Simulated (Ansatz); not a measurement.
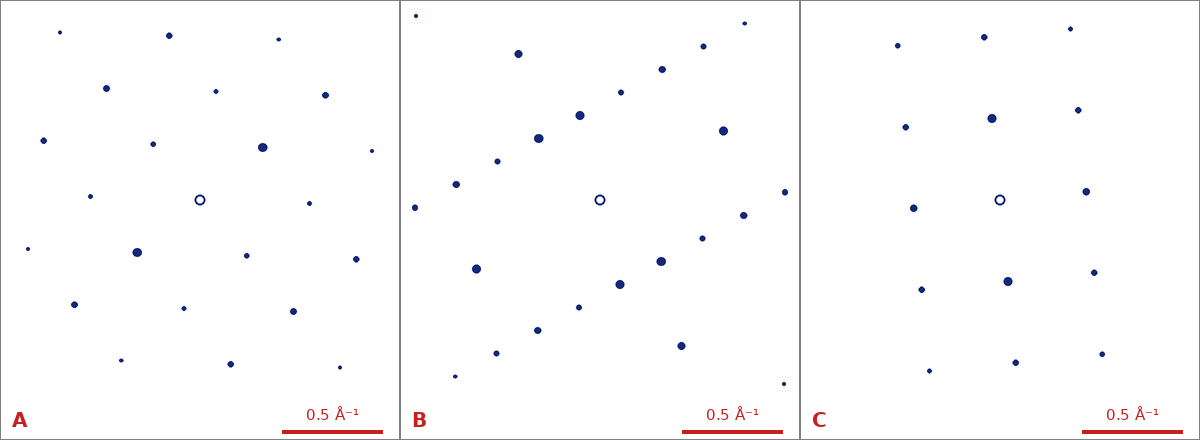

Simulated selected-area electron diffraction patterns (120 kV, kinematic approximation, thin crystal, B = 0.5 Å² for all atoms).

All three come from Ta, space group P6/mmm (No. 191), a = 4.89 Å, c = 2.75 Å (hexagonal axes). Structure: the input geometry of an electronic-structure calculation (not necessarily at equilibrium); the starting structure was generated, so it need not be a known form of this composition.

> Assign the zone axes [101], [210], [212] to A, B and C.

A is [210]: rectangular net of 0 0 1 at d = 2.75 Å and 1 -2 0 at d = 2.45 Å, at 90.0°. B is [101]: centred rectangular net of 0 1 0 (itself too weak to see) at d = 4.24 Å and 1 0 -1 at d = 2.31 Å, at 74.2°. C is [212]: rectangular net of -1 2 0 at d = 2.45 Å and -1 0 1 at d = 2.31 Å, at 90.0°.
